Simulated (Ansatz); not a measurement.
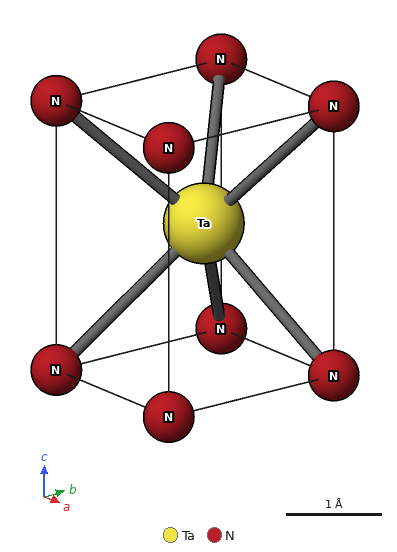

This is a symmetric starting cell of TaN. A ball-and-stick model of the cell of the calculation, seen slightly off an axis.

Computed with DFT PBE, scalar-relativistic, plane waves, PAW in Ansatz 0.2.0. (plane-wave cutoff 420 eV; k-point mesh 18 × 18 × 14; occupations gaussian; smearing width 0.1 eV; no spin polarisation)

Now this is done to it. The cell is strained by −0.5 % along c and +2.5 % across it (volume +4.5 %), the atoms keeping their fractional coordinates. No relaxation follows. The starting cell wasn't computed here and needn't be at equilibrium, so pressure and forces aren't due to the change alone.

The input:
```yaml
crystal:
  lattice:
    - [3.0114782098, 0.0, 0.0]
    - [-1.5057391049, 2.6080166327, 0.0]
    - [0.0, 0.0, 2.86861383]
  atoms:
    - { symbol: Ta, position: [0.3333333333, 0.6666666667, 0.5] }
    - { symbol: "N", position: [0.0, 0.0, 0.0] }
basis:
  ecutwfc: 420
kpoints:
  mp_grid: { grid: [18, 18, 14] }
hamiltonian:
  xc: pbe
scf:
  occupations: { method: gaussian, width: 0.1 }
output:
  forces: true
  stress: true
  eigenvalues: true
```

Run as
```bash
ansatz run input.yaml --threads 1 --pin off --max-ram 1331MiB --backend cpu --events-out ev --progress --plain --runs-dir out
```

### What is the effect?

The pressure is −8.9 GPa (not all of it need come from the change, since the unchanged cell can be under pressure at this level too). The principal stresses (compression positive) are 2.5 GPa along c and −14.6 GPa across it. All forces vanish by symmetry. Among the bonded contacts that change: Ta–Ta 2.938 → 3.011 Å, N–Ta 2.226 → 2.254 Å, Ta–Ta 2.883 → 2.869 Å. The space group stays P-6m2 (No. 187).

The changed structure in the same view:

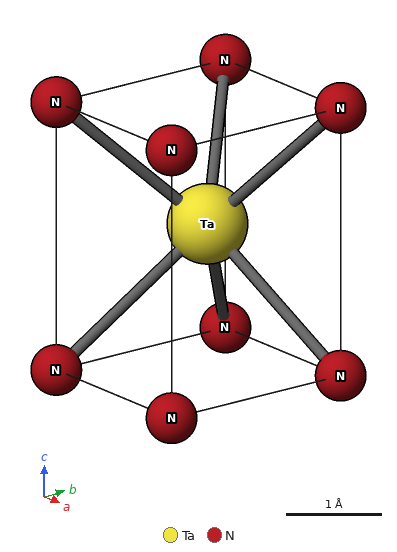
